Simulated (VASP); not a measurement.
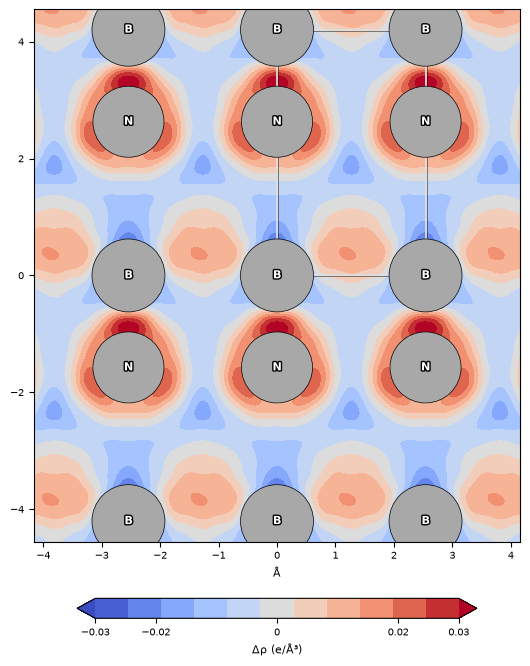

BN. Difference of the valence pseudo-densities of two functionals at the same geometry, on the (010) plane of the calculation cell: one of PBEsol and r2SCAN less the other.

Both computed with VASP (plane waves, PAW), on the same k-point mesh. Grey discs cover the atomic cores.

```
B N
1.0
     2.54169    0.00000    0.00000
    -1.27085    2.20117    0.00000
     0.00000    0.00000    4.20415
B N
2 2
Direct
  0.66667 0.33333 0.99972
  0.33333 0.66667 0.49972
  0.66667 0.33333 0.62528
  0.33333 0.66667 0.12528
```

> Which was subtracted from which, and what does the map show?

It is r2SCAN less PBEsol. Against PBEsol, r2SCAN gives more density around N (+0.017 e/Å³ on average at 0.8 Å from the nucleus), less density in the space between the atoms (−0.006 e/Å³ on average) and a change of +0.030 e/Å³ at the midpoint of B–N.
